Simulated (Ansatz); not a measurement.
**ZnGeP$_{2}$: band-structure calculation**

The run: band-structure calculation of ZnGeP$_{2}$ (8 atoms in the cell). Method and program: DFT, PBE, plane waves, PAW, no spin polarisation (Ansatz 0.2.0).

The structure derives from a Materials Project entry. The geometry comes from this level: r2SCAN (a point of a series of strains). It belongs to a series of runs on one base structure; here: hydrostatic strain -3.0%. Figures and captions count atoms from 1; the log counts them from 0 in places.

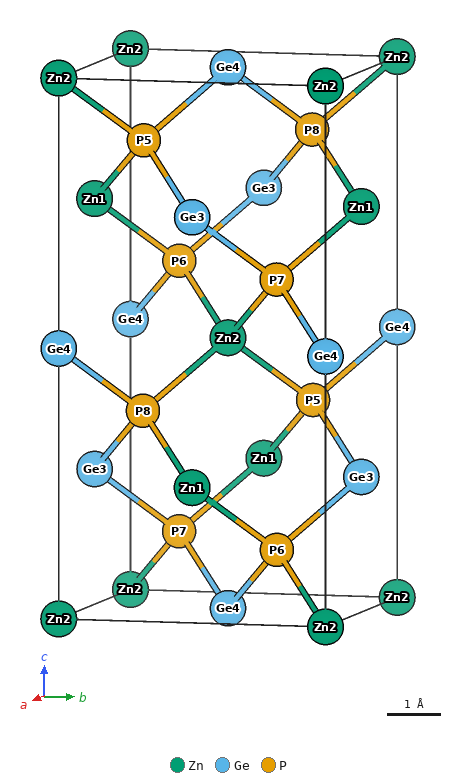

**Figure 1.** The structure (ball-and-stick view of the cell 2 times as large as that of the calculation, set on its symmetry axes, seen slightly off an axis; atoms are numbered from 1 in the order of the input). An atom can appear more than once, as a periodic image.

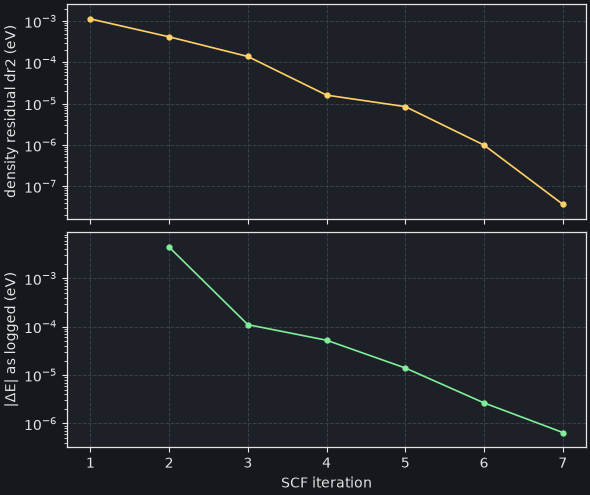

**Figure 2.** Convergence of the self-consistent field: density residual dr2 and size of the energy change against the SCF iteration. The residual falls at every step.

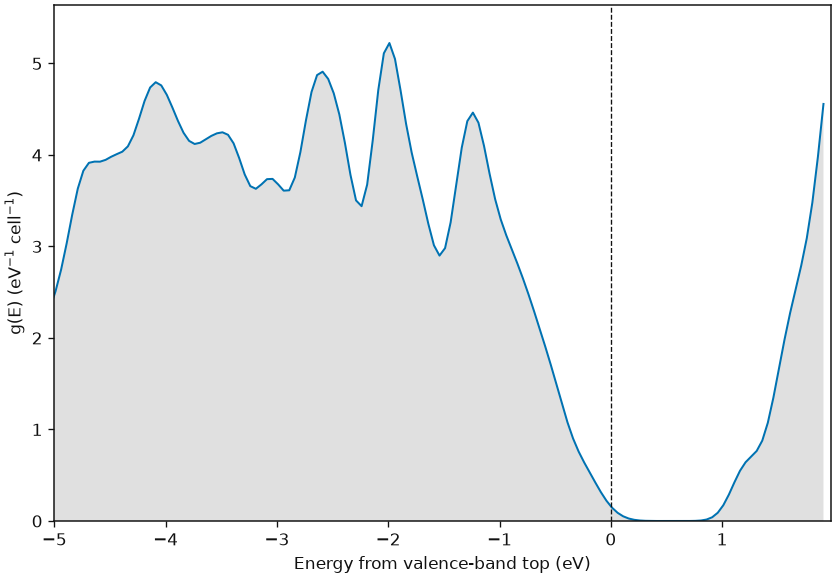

**Figure 3.** Density of states (the curve is built from the levels of the k mesh with Gaussians 0.3 eV wide, which also blur the band edges), with energies from the valence-band top. There is a gap of 1.14 eV on the k-point mesh. The curves stop near 1.4 eV above the Fermi level, where the computed bands end. Small ripples come from the finite k-point mesh.

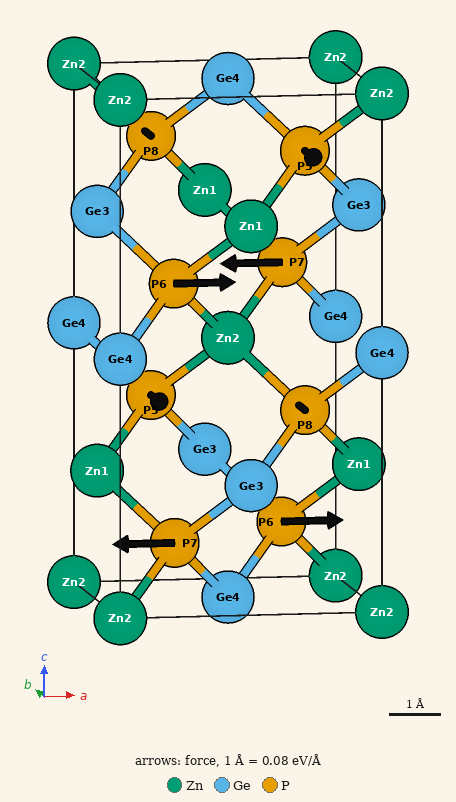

**Figure 4.** Forces on the atoms as black arrows (ball-and-stick view of the cell 2 times as large as that of the calculation, set on its symmetry axes, seen slightly off an axis; atoms are numbered from 1 in the order of the input). The largest act on all 4 P atoms (0.10 eV/Å). The geometry is not a stationary point of this energy.

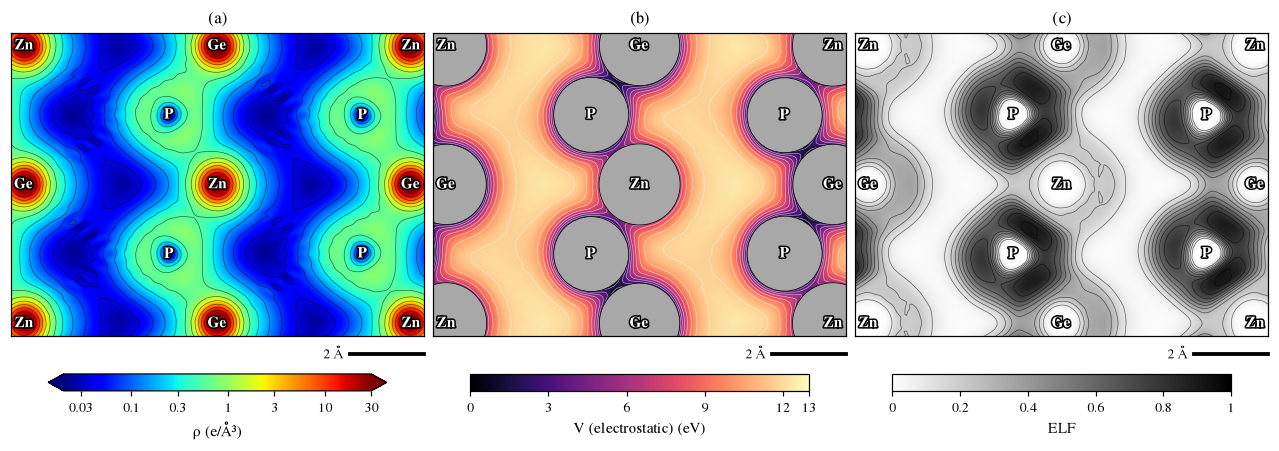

**Figure 5.** (a) valence electron density; (b) electrostatic potential energy of an electron; (c) electron localisation function on the (110) plane of the conventional cell. Grey discs, where drawn, cover atomic cores. Atoms in the plane: Zn, Ge and P. Ge–P (2.27 Å): ρ is about 0.68 e/Å³ halfway; the ELF peaks at about 0.90 between the atoms (localised, shared-pair bonding). Zn–P (2.28 Å): ρ is about 0.57 e/Å³ halfway; the ELF is about 0.65 at the midpoint. Away from the nuclei the density in this plane falls to 0.02 e/Å³ at its lowest. Outside the cores the potential energy rises away from the atoms and is highest about 2.3 Å from the nearest atoms; outside the discs it spans about 12 eV, and its zero is arbitrary. Core electrons are frozen (PAW), so the fields are smoothed inside the atomic spheres.

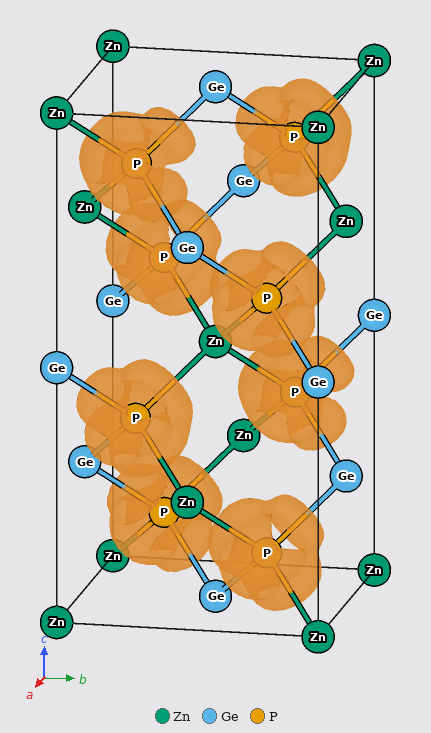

**Figure 6.** Isosurface of the electron localisation function at 0.75 (orange), seen slightly off an axis. Only the valence region is drawn (cores and ρ < 0.01 e/Å³ removed). Sticks mark near contacts. The outline is the cell set on symmetry axes. Values along the shortest contacts: Zn–P (2.28 Å): the ELF is about 0.65 at the midpoint.

The input that produced these results follows, with the program's output.

**Input file**
```yaml
crystal:
  lattice:
    - [-2.6416403673, 2.6416403673, 5.2046182686]
    - [2.6416403673, -2.6416403673, 5.2046182686]
    - [2.6416403673, 2.6416403673, -5.2046182686]
  atoms:
    - { symbol: Zn, position: [0.75, 0.25, 0.5] }
    - { symbol: Zn, position: [0.0, 0.0, 0.0] }
    - { symbol: Ge, position: [0.25, 0.75, 0.5] }
    - { symbol: Ge, position: [0.5, 0.5, 0.0] }
    - { symbol: P, position: [0.1267469848, 0.625, 0.0017469848] }
    - { symbol: P, position: [0.875, 0.8732530152, 0.4982530152] }
    - { symbol: P, position: [0.375, 0.3767469848, 0.5017469848] }
    - { symbol: P, position: [0.6232530152, 0.125, 0.9982530152] }
kpoints:
  mp_grid: { grid: [6, 6, 6] }
  band_path:
    path:
      - [0.0, 0.0, 0.0]
      - [0.0, 0.0, 0.5]
      - [0.25, 0.25, 0.25]
      - [0.0, 0.5, 0.0]
      - [0.5, 0.5, -0.5]
      - [0.3144035238, 0.6855964762, -0.3144035238]
      - [-0.3144035238, 0.3144035238, 0.3144035238]
      - [-0.1288070476, 0.1288070476, 0.5]
      - [0.5, 0.5, -0.1288070476]
      - [0.434896, -0.434896, 0.434896]
    npoints: 1
hamiltonian:
  xc: pbe
scf:
  occupations: { method: fermi_dirac, width: 0.02 }
  n_extra_bands: 6
output:
  forces: true
  stress: true
  eigenvalues: true
  write_density: true
  write_potential: true
  elf: true
  volumetric_format: npy
```

Launch command:
```bash
ansatz run input.yaml --threads 2 --pin off --max-ram 20275MiB --backend cpu --events-out ev --progress --plain --runs-dir out
```

**Output**
```
scf.n_extra_bands = 6 over 36 filled bands (N_el = 72.0): the run solves 42 bands
Engine: ansatz 0.2.0, x86_64-unknown-linux-gnu
Pseudopotentials: kind: paw
Pseudopotential: Zn, paw, valence charge 12, recommended cutoff 420 eV (normal), Zn.paw.azcp
Pseudopotential: Ge, paw, valence charge 14, recommended cutoff 420 eV (normal), Ge.paw.azcp
Pseudopotential: P, paw, valence charge 5, recommended cutoff 420 eV (normal), P.paw.azcp
Functional definition: PBE
  parameter kappa = 0.804
  parameter beta = 0.06672455060314922
  exchange = pbe_x(kappa = kappa, mu = beta*pi^2/3)
  correlation = pbe_c(beta = beta)
Crystal: 8 atoms, lattice volume = 145.277 Å³
Basis set: ecut = 420 eV, 2881 PW (Γ), exchange–correlation on 90×90×90 points (8 copies of the dense FFT grid, shifted against one another)
Bands: 42, of which v1, the nominal top of the filled ones, is band 36 counted from 1 (35 counted from 0)
Symmetry: 8 space group operations
Space group: I-42d (ITA 122), of the structure as read, at distance tolerance 5.3e-5 Å
k-points: 30 of 216 (time reversal used)
Non-local potential: Zn, projectors of the file, l = 0: 2, l = 1: 2, l = 2: 3, l = 3: 1
Non-local potential: Ge, projectors of the file, l = 0: 2, l = 1: 2, l = 2: 3, l = 3: 1
Non-local potential: P, projectors of the file, l = 0: 2, l = 1: 2, l = 2: 2
PAW form: soft (Blöchl's): semilocal exchange-correlation on the pseudo side does not see the compensation charge
PAW one-centre angular grid: Zn, 590 points (default); XC on 64 Gauss nodes
PAW one-centre angular grid: Ge, 590 points (default); XC on 64 Gauss nodes
PAW one-centre angular grid: P, 110 points (default); XC on 64 Gauss nodes
Initial density: superposition of atomic densities (neutral atoms: chi_scale 0, normalization atom), corrected by the library's trained network
Initial wavefunctions: pseudopotential atomic-orbital guess
Functional: x = pbe(κ = 0.804, μ = 0.2195149727645171), c = pbe(β = 0.06672455060314922)
SCF iter   1: F=—  HF=-18251.977146 eV  |F-HF|=—  |Δ(HF+E_count)|=         —  Δρ=9.70e-4  dr2=1.13e-3  ethr=1.77e-3  ⟨swp⟩=9.3  Hψ=5989  notcnv=0
preconditioner: auto → Resta (q_TF=auto, 2.427 Å⁻¹)  ε∞=4.3  [insulator: Δε(μ)=1.141 eV  Ē_g=14.457 eV  σ=0.020 eV  W_gap=1.00  n_scr=36 (ndim 8)  ℏωp=26.1 eV  f_vac=0.001  D(μ)=0.00/eV (n_scr^D=0)  ε∞_Penn≈4.3]
SCF iter   2: F=—  HF=-18251.972750 eV  |F-HF|=—  |Δ(HF+E_count)|=   4.40e-3  Δρ=6.95e-4  dr2=4.16e-4  ethr=1.57e-6  ⟨swp⟩=3.0  Hψ=3014  notcnv=0  defer=43
SCF iter   3: F=—  HF=-18251.972640 eV  |F-HF|=—  |Δ(HF+E_count)|=   1.10e-4  Δρ=3.64e-4  dr2=1.39e-4  ethr=5.78e-7  ⟨swp⟩=2.5  Hψ=2125  notcnv=0  defer=43
SCF iter   4: F=—  HF=-18251.972693 eV  |F-HF|=—  |Δ(HF+E_count)|=   5.25e-5  Δρ=1.15e-4  dr2=1.61e-5  ethr=1.94e-7  ⟨swp⟩=2.0  Hψ=2293  notcnv=0  defer=43
SCF iter   5: F=—  HF=-18251.972707 eV  |F-HF|=—  |Δ(HF+E_count)|=   1.40e-5  Δρ=1.00e-4  dr2=8.49e-6  ethr=2.23e-8  ⟨swp⟩=2.0  Hψ=2293  notcnv=0  defer=43
SCF iter   6: F=—  HF=-18251.972704 eV  |F-HF|=—  |Δ(HF+E_count)|=   2.66e-6  Δρ=3.08e-5  dr2=9.92e-7  ethr=1.18e-8  ⟨swp⟩=2.0  Hψ=2241  notcnv=0  defer=43
SCF iter   7: F=-18251.972705 eV  HF=-18251.972705 eV  |F-HF|=1.63e-8  |Δ(HF+E_count)|=   6.51e-7  Δρ=5.07e-6  dr2=3.66e-8  ethr=1.39e-10  ⟨swp⟩=13.6  Hψ=10316  notcnv=0
SCF 1 converged in 7 iterations: F = -18251.972705 eV  dr2 = 3.66e-8
  greatest PAW one-centre occupation: 0.998 electrons in one spin orbital (limit 2), on the Ge atom at site 3 (counted from 0), in its partial waves of l = 2
NSCF: frozen V_eff on 10 k-points
SCF converged after 7 iterations
Free energy (F): -18251.972705 eV
Harris-Foulkes:  -18251.972705 eV  (|F-HF|=1.63e-8)
Internal energy: -18251.972705 eV  (E = F + TS)
E sigma→0 (E₀):  -18251.972705 eV
Fermi energy:    9.245254 eV
--- Per-component energies (eV) ---
  E_band       = -204.809062
  E_kinetic    = 778.596302
  E_local      = -8995.377175  (includes V_loc(G=0)·N_el)
  E_nonlocal   = 2196.124000
  E_hartree    = 3869.495977
  E_xc         = -679.277869
  E_vxc        = -486.464614  (∫ρ·V_xc dr)
  E_paw        = -9965.705832  (= ΣΔE_a)
  E_vpaw       = -1436.686313  (= ΣTr[D̂ρ^β])
  E_aug_tail   = -0.000140  (compensation charges beyond the density's cutoff)
  E_ewald      = -5455.827967
  E_smearing   = -0.000000  (= −TS)
  E_closure    = -0.000000  (closes the sum)
  Σ components = -18251.972705   (vs F -18251.972705, Δ=0.00e0)
--- Forces (eV/Å), atoms counted from 1 ---
  atom   1  Zn     0.00000000    -0.00000000    -0.00000000
  atom   2  Zn     0.00000000     0.00000000    -0.00000000
  atom   3  Ge     0.00000000     0.00000000     0.00000000
  atom   4  Ge     0.00000000     0.00000000     0.00000000
  atom   5  P     -0.00000000    -0.10129802    -0.00000000
  atom   6  P      0.10129802    -0.00000000    -0.00000000
  atom   7  P     -0.10129802    -0.00000000    -0.00000000
  atom   8  P     -0.00000000     0.10129802    -0.00000000
  max |Σ_I F_I| component: 4.86e-17 eV/Å
--- Stress (GPa, compression-positive) ---
       11.940651       0.000000       0.000000
        0.000000      11.940651      -0.000000
        0.000000      -0.000000      11.938424
  P = ⅓ Tr σ = 11.9399 GPa (119.399 kbar)
--- Band table (eV; the first three rows and the last of 30) ---
  k-point 0: bands = ["-16.3074", "-16.3065", "-16.3065", "-16.2987", "-16.2914", "-16.2914", "-16.2650", "-16.2601", "-16.2590", "-16.2542", "-5.3050", "-1.9272", "-1.9208", "-1.9208", "-1.0883", "1.2284", "1.3322", "1.3836", "1.3836", "1.4176", "1.5516", "1.5781", "1.7377", "1.7394", "1.7814", "1.7814", "3.1653", "3.9434", "3.9434", "4.3051", "4.6355", "5.7334", "5.7334", "8.6050", "8.6050", "8.6846", "9.8590", "10.1918", "10.7485", "11.8360", "11.8360", "11.8867"]
  k-point 1: bands = ["-16.3077", "-16.3063", "-16.3050", "-16.2989", "-16.2923", "-16.2923", "-16.2644", "-16.2602", "-16.2586", "-16.2544", "-5.0951", "-2.4553", "-2.1760", "-1.9422", "-0.6195", "0.9904", "1.3366", "1.3791", "1.4530", "1.4890", "1.4895", "1.5522", "1.6462", "1.7833", "1.7964", "1.9279", "3.0289", "3.9591", "4.1363", "4.7106", "4.8909", "5.8004", "6.1258", "6.9914", "7.8512", "8.4820", "10.2093", "11.1430", "11.6875", "11.8871", "12.2692", "12.5593"]
  k-point 2: bands = ["-16.3074", "-16.3060", "-16.3023", "-16.2990", "-16.2946", "-16.2945", "-16.2629", "-16.2606", "-16.2576", "-16.2552", "-4.5243", "-3.1573", "-2.5297", "-2.1442", "0.0084", "0.7571", "1.3450", "1.3689", "1.4172", "1.4675", "1.5208", "1.5515", "1.6253", "1.6644", "1.7782", "1.8087", "2.6338", "3.7454", "4.6499", "5.3498", "5.8301", "6.0515", "6.4273", "6.6822", "7.2927", "8.1226", "10.6535", "10.9551", "11.5607", "12.4565", "12.5688", "12.7055"]
  k-point 29: bands = ["-16.3091", "-16.3091", "-16.3030", "-16.3030", "-16.2887", "-16.2887", "-16.2645", "-16.2645", "-16.2547", "-16.2547", "-4.2502", "-4.2502", "-1.9741", "-1.9741", "0.4203", "0.4203", "1.3727", "1.3727", "1.4358", "1.4358", "1.5748", "1.5748", "1.6448", "1.6448", "1.8260", "1.8260", "4.5394", "4.5394", "4.7536", "4.7536", "5.9851", "5.9851", "6.5310", "6.5310", "7.0893", "7.0893", "9.8259", "9.8259", "9.9723", "9.9723", "10.9590", "10.9590"]
```

**File rho_z.tsv**
```
# z_ang	rho[e/angstrom^3]
# format = ansatz-planar-average/11
# lattice	-2.641640367	2.641640367	5.204618269
# lattice	2.641640367	-2.641640367	5.204618269
# lattice	2.641640367	2.641640367	-5.204618269
# sites	8
# site	30	0.000000000	2.641640367	2.602309134
# site	30	0.000000000	0.000000000	0.000000000
# site	32	2.641640367	0.000000000	2.602309134
# site	32	0.000000000	0.000000000	5.204618269
# site	15	1.320820184	-1.311590373	3.903463701
# site	15	1.311590373	1.320820184	6.505772836
# site	15	1.330049995	1.320820184	1.301154567
# site	15	1.320820184	3.953230740	-1.301154567
0.000000	1.045547e0
0.142369	9.910465e-1
0.284738	8.514944e-1
0.427107	6.810299e-1
0.569476	5.287057e-1
0.711845	4.169904e-1
0.854214	3.443998e-1
0.996583	2.993018e-1
1.138952	2.706469e-1
1.281321	2.518966e-1
1.423690	2.404577e-1
1.566059	2.356266e-1
1.708428	2.372325e-1
1.850797	2.453290e-1
1.993166	2.602646e-1
2.135535	2.834409e-1
2.277904	3.191943e-1
2.420273	3.764545e-1
2.562642	4.674558e-1
2.705011	6.005033e-1
2.847380	7.665628e-1
2.989749	9.288132e-1
3.132118	1.031506e0
3.274487	1.031506e0
3.416856	9.288132e-1
3.559225	7.665628e-1
3.701594	6.005033e-1
3.843963	4.674558e-1
3.986332	3.764545e-1
4.128701	3.191943e-1
4.271070	2.834409e-1
4.413439	2.602646e-1
4.555808	2.453290e-1
4.698177	2.372325e-1
4.840545	2.356266e-1
4.982914	2.404577e-1
5.125283	2.518966e-1
5.267652	2.706469e-1
5.410021	2.993018e-1
5.552390	3.443998e-1
5.694759	4.169904e-1
5.837128	5.287057e-1
5.979497	6.810299e-1
6.121866	8.514944e-1
6.264235	9.910465e-1
```

**File v_z.tsv**
```
# z_ang	v_es[eV]	v_tot[eV]
# format = ansatz-planar-average/11
# xc	pbe
# density_cutoff_ev	1680
# datasets	Zn=:simpson_from_first_knot:soft	Ge=:simpson_from_first_knot:soft	P=:simpson_from_first_knot:soft
# lattice	-2.641640367	2.641640367	5.204618269
# lattice	2.641640367	-2.641640367	5.204618269
# lattice	2.641640367	2.641640367	-5.204618269
# sites	8
# site	30	0.000000000	2.641640367	2.602309134
# site	30	0.000000000	0.000000000	0.000000000
# site	32	2.641640367	0.000000000	2.602309134
# site	32	0.000000000	0.000000000	5.204618269
# site	15	1.320820184	-1.311590373	3.903463701
# site	15	1.311590373	1.320820184	6.505772836
# site	15	1.330049995	1.320820184	1.301154567
# site	15	1.320820184	3.953230740	-1.301154567
0.000000	-7.466423e-1	-1.144341e1
0.142369	-6.087397e-1	-1.127078e1
0.284738	-1.995820e-1	-1.076665e1
0.427107	4.649634e-1	-9.966980e0
0.569476	1.351945e0	-8.923200e0
0.711845	2.408261e0	-7.701435e0
0.854214	3.562059e0	-6.385049e0
0.996583	4.728715e0	-5.071263e0
1.138952	5.815986e0	-3.864501e0
1.281321	6.732733e0	-2.863999e0
1.423690	7.388221e0	-2.160849e0
1.566059	7.691959e0	-1.839034e0
1.708428	7.588958e0	-1.947865e0
1.850797	7.099015e0	-2.469684e0
1.993166	6.301233e0	-3.332679e0
2.135535	5.288085e0	-4.448041e0
2.277904	4.149452e0	-5.721351e0
2.420273	2.978024e0	-7.049257e0
2.562642	1.863052e0	-8.329748e0
2.705011	8.834841e-1	-9.471861e0
2.847380	1.023692e-1	-1.040086e1
2.989749	-4.374063e-1	-1.105832e1
3.132118	-7.120973e-1	-1.140002e1
3.274487	-7.120973e-1	-1.140002e1
3.416856	-4.374063e-1	-1.105832e1
3.559225	1.023692e-1	-1.040086e1
3.701594	8.834841e-1	-9.471861e0
3.843963	1.863052e0	-8.329748e0
3.986332	2.978024e0	-7.049257e0
4.128701	4.149452e0	-5.721351e0
4.271070	5.288085e0	-4.448041e0
4.413439	6.301233e0	-3.332679e0
4.555808	7.099015e0	-2.469684e0
4.698177	7.588958e0	-1.947865e0
4.840545	7.691959e0	-1.839034e0
4.982914	7.388221e0	-2.160849e0
5.125283	6.732733e0	-2.863999e0
5.267652	5.815986e0	-3.864501e0
5.410021	4.728715e0	-5.071263e0
5.552390	3.562059e0	-6.385049e0
5.694759	2.408261e0	-7.701435e0
5.837128	1.351945e0	-8.923200e0
5.979497	4.649634e-1	-9.966980e0
6.121866	-1.995820e-1	-1.076665e1
6.264235	-6.087397e-1	-1.127078e1
```

**Results in brief**

```json
{"quantity": "outcome", "value": "converged"}
{"quantity": "space group (tolerance 0.01 Å)", "value": "I-42d (122)"}
{"quantity": "electrons treated", "value": "72"}
{"quantity": "free energy", "value": "−18251.9727 eV"}
{"quantity": "Fermi energy", "value": "9.245 eV"}
{"quantity": "gap on the k-point mesh", "value": "1.14 eV"}
{"quantity": "pressure", "value": "11.94 GPa"}
{"quantity": "largest force (length of the vector)", "value": "0.101 eV/Å"}
{"quantity": "hardware", "value": "2 threads of AMD EPYC (Zen 3), 288 GiB of memory available, shared host"}
{"quantity": "wall time", "value": "9.3 s (CPU time 18 s)"}
{"quantity": "peak memory", "value": "0.7 GiB"}
```

**Remarks**

The cell is under a pressure of 11.9 GPa at this level, so it is not at its equilibrium volume.
